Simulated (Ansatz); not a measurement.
Input

```
crystal:
  lattice:
    - [-3.0103725751, 3.0103725751, 8.3546217251]
    - [3.0103725751, -3.0103725751, 8.3546217251]
    - [3.0103725751, 3.0103725751, -8.3546217251]
  atoms:
    - { symbol: Bi, position: [0.3438920342, 0.3438920342, 0.0] }
    - { symbol: Bi, position: [0.75, 0.25, 0.5] }
    - { symbol: Bi, position: [0.6561079658, 0.6561079658, 0.0] }
    - { symbol: Bi, position: [0.25, 0.75, 0.5] }
    - { symbol: Se, position: [0.3084577521, 0.0, 0.3084577521] }
    - { symbol: Se, position: [0.1811431402, 0.1811431402, 0.0] }
    - { symbol: Se, position: [0.0, 0.3084577521, 0.3084577521] }
    - { symbol: Se, position: [0.6915422479, 0.0, 0.6915422479] }
    - { symbol: Se, position: [0.8188568598, 0.8188568598, 0.0] }
    - { symbol: Se, position: [0.0, 0.6915422479, 0.6915422479] }
kpoints:
  mp_grid: { grid: [6, 6, 6] }
  band_path:
    path:
      - [0.0, 0.0, 0.0]
      - [0.0, 0.0, 0.5]
      - [0.25, 0.25, 0.25]
      - [0.0, 0.5, 0.0]
      - [0.5, 0.5, -0.5]
      - [0.2824583863, 0.7175416137, -0.2824583863]
      - [-0.2824583863, 0.2824583863, 0.2824583863]
      - [-0.0649167726, 0.0649167726, 0.5]
      - [0.5, 0.5, -0.0649167726]
    npoints: 1
hamiltonian:
  xc: r2scan
  dispersion: rvv10
scf:
  occupations: { method: fermi_dirac, width: 0.03 }
  n_extra_bands: 6
output:
  forces: true
  stress: true
  eigenvalues: true
  write_density: true
  write_potential: true
  elf: true
  volumetric_format: npy
```

Run with:

```sh
ansatz run input.yaml --threads 4 --pin off --max-ram 4608MiB --backend cpu --events-out ev --progress --plain --runs-dir out
```

Below, planes, directions and counts refer to the conventional cell (a = 6.02 Å, b = 6.02 Å, c = 16.71 Å, α = 90.00°, β = 90.00°, γ = 90.00°).

Space group I4/mmm; a structure from a database of computed crystals, not necessarily the ambient phase; started from the K2Ga3-139 prototype, which need not be the ambient phase.

Theory: Ansatz 0.2.0, DFT, r2SCAN+rVV10, plane waves, PAW.

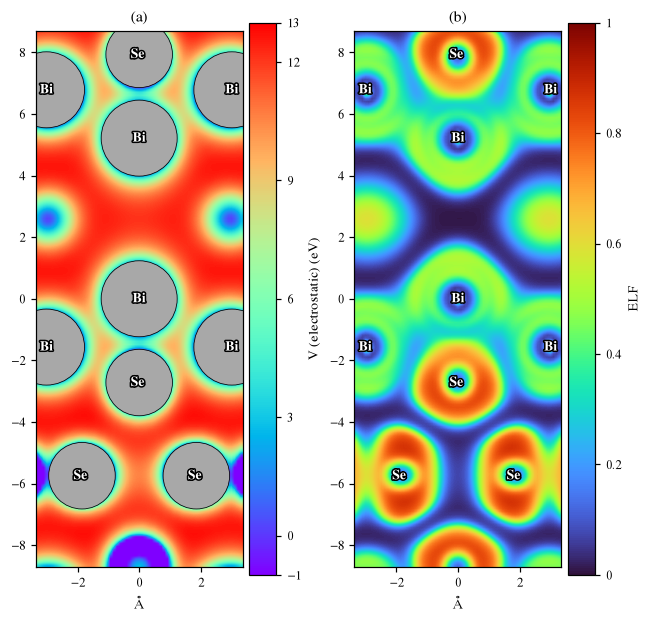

Bi$_{2}$Se$_{3}$. (a) electrostatic potential energy of an electron; (b) ELF on the (100) plane of the conventional cell. Grey discs cover the atomic cores in the potential map.

Core electrons are frozen (PAW), and the valence fields are smoothed inside the atomic spheres.

> Interpret the plot.

- The section cuts through Bi and Se sites.
- Bi–Se (2.72 Å): the ELF is about 0.45 at the midpoint.
- The ELF also peaks beside Se, away from the bonds: lone-pair regions.
- The features right at Bi lie inside the PAW spheres, where the map follows smoothed inner orbitals and isn't to be read closely.
- Outside the cores the potential energy rises away from the atoms and is highest about 1.9 Å from the nearest atoms; its zero is arbitrary.
